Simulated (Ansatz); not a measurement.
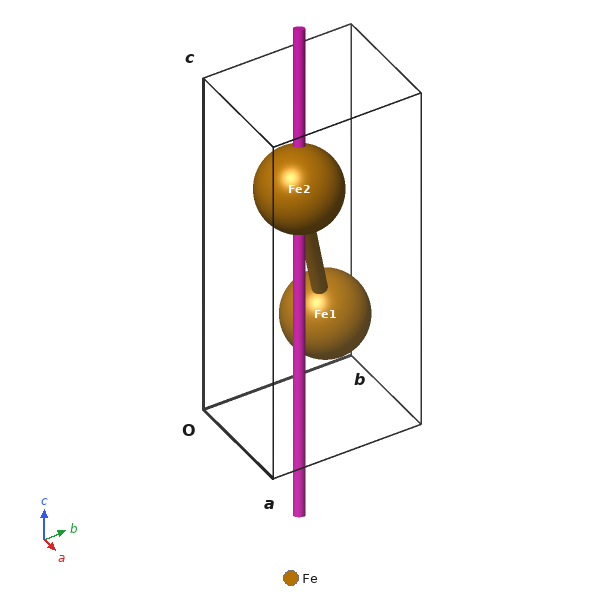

Crystal: Fe, the input geometry of an electronic-structure calculation (not necessarily at equilibrium); the starting structure was generated, so it need not be a known form of this composition. The coloured rod is the axis of a symmetry operation of the crystal. Geometry calculated from the standardised cell; symmetry tolerance 0.002 Å.

a = 2.435 Å, b = 2.435 Å, c = 3.842 Å, α = 90.00°, β = 90.00°, γ = 120.00°.

```tsv
atom	x	y	z
Fe1	0.3333	0.6667	0.2500
Fe2	0.6667	0.3333	0.7500
```

Take the operation x, y, z → −y+1, x−y, z.

### What kind of operation is it, and where does it lie?

It is a 3-fold rotation, about the line along [0 0 1] through (2/3, 1/3, 1/2).

### Onto which atom does it carry each atom (up to whole multiples of a, b and c)?

Fe1 → Fe1, Fe2 → Fe2.

### What is the crystal's space group?

No. 194, P6₃/mmc.
